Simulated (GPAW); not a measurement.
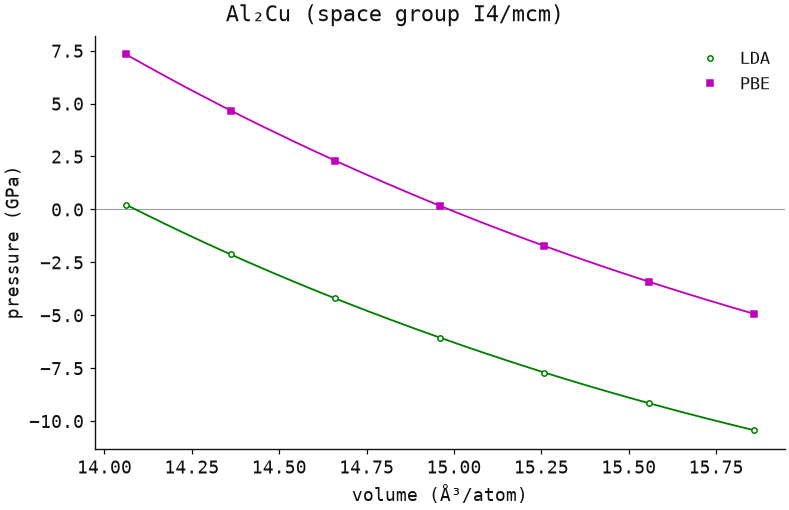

Plotted: pressure against volume, with one curve for each functional, for Al₂Cu (space group I4/mcm).

Method: PAW DFT in plane waves, on a grid or in atomic orbitals, no spin polarisation; energies at scaled volumes of the given cell, shape and fractions fixed, counted from the fit's minimum, third-order Birch-Murnaghan fit (GPAW 26.7.0). All runs: no spin polarisation.

k mesh 6×6×6; occupations Fermi–Dirac; smearing width 0.05 eV; potentials GPAW PAW data sets (gpaw data 1.2.1); wave cutoff 600 eV.

Give the values behind the plot as a table.

LDA:
| volume (Å³/atom) | pressure (GPa) |
| --- | --- |
| 14.06 | 0.22 |
| 14.36 | −2.13 |
| 14.66 | −4.21 |
| 14.96 | −6.06 |
| 15.26 | −7.71 |
| 15.56 | −9.16 |
| 15.86 | −10.43 |

PBE:
| volume (Å³/atom) | pressure (GPa) |
| --- | --- |
| 14.06 | 7.32 |
| 14.36 | 4.67 |
| 14.66 | 2.30 |
| 14.96 | 0.17 |
| 15.26 | −1.73 |
| 15.56 | −3.42 |
| 15.86 | −4.93 |

Keep in mind: the fit and the printed pressures don't fully agree, or the minimum lies near the end of the range (LDA); shape and atomic fractions are frozen while scaling, which makes layered, chain and framework solids too stiff.
